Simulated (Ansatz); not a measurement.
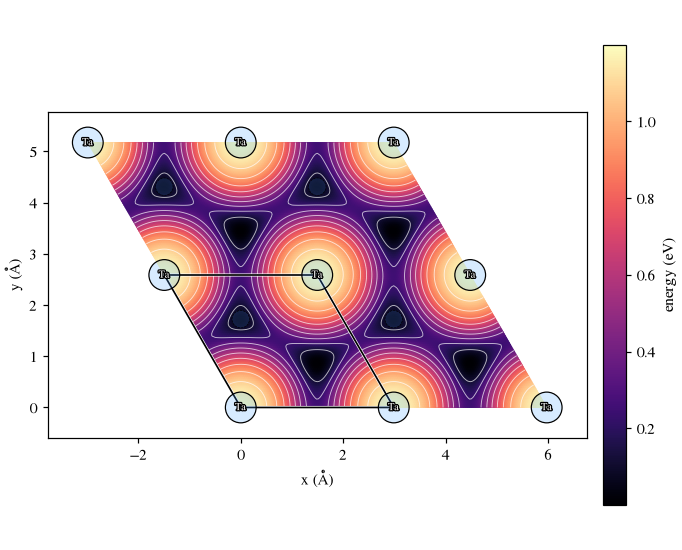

Si on a Ta(111) slab cut from the Fm-3m phase, its upper half relaxed before the scan (12 atoms of substrate and one adsorbate in a 2 × 2 cell). 
- Si is moved over the surface cell; relaxed at each place: the height of the adsorbate's atoms; substrate rigid; the origin of the map has the adsorbate above Ta9.
- Places are given modulo a cell vector. The map is drawn in real space over the plane of the surface.
- Grid: 6 × 6 points; 10 points were computed and 26 follow by symmetry.
- Places are given in fractions of the 1 × 1 surface cell.
- All energies are given in eV relative to the lowest grid point.
- Computed with DFT PBE, scalar-relativistic, plane waves, PAW in Ansatz. Settings: cutoff 420 eV, k-mesh 6×6×1, gaussian smearing 0.1 eV, no spin polarisation.

The picture shows a smooth colour map with a few white contour lines, labelled circles for the atoms of the top layer and small ones for the second layer, the outline of one cell of the 2 × 2 shown. Between grid points the surface is interpolated.

The lowest grid point is at a threefold hollow over a third-layer Ta atom, (4/6, 2/6) of the cell vectors. A higher local minimum lies near a threefold hollow over a second-layer Ta atom, (2/6, 4/6) of the cell vectors (0.06 eV above the lowest at that grid point). The highest grid point, the top site over a surface Ta atom, (0/6, 0/6) of the cell vectors, lies 1.20 eV above the lowest. On the interpolated surface the easiest way out of the lowest well to the well at a threefold hollow over a second-layer Ta atom, (2/6, 4/6) of the cell vectors passes a barrier of about 0.26 eV. At the lowest point the adsorbate has 3 Ta at 2.56 Å as nearest neighbours, at the highest 1 Ta at 2.40 Å. Its relaxed height above the top atom is 1.89 Å at the lowest and 2.40 Å at the highest point.

Si is replaced by N; all else is set up alike.

Question: What does this change do to the map?

Answer: The lowest place stays at a threefold hollow over a third-layer Ta atom, (4/6, 2/6) of the cell vectors. The span from the lowest to the highest grid point grows from 1.20 to 3.90 eV. The easiest pass out of the lowest well goes from about 0.26 to about 0.98 eV on the interpolated surfaces. Higher wells of the new map: a threefold hollow over a second-layer Ta atom, (2/6, 4/6) of the cell vectors, 0.58 eV up (that grid point lay 0.06 eV up before). In the new map: at the lowest point the adsorbate has 3 Ta at 1.99 Å as nearest neighbours, at the highest 1 Ta at 1.81 Å. Its relaxed height above the top atom is 1.00 Å at the lowest and 1.81 Å at the highest point.

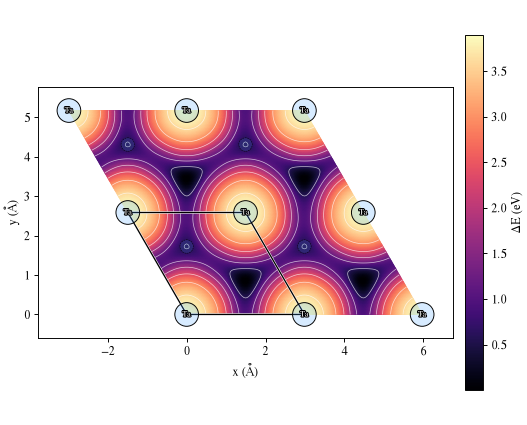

The map after the change, on a colour scale of its own. The picture shows a smooth colour map with a few white contour lines, labelled circles for the atoms of the top layer and small ones for the second layer, the outline of one cell of the 2 × 2 shown. Between grid points the surface is interpolated.

PAW datasets: the set soft_1.
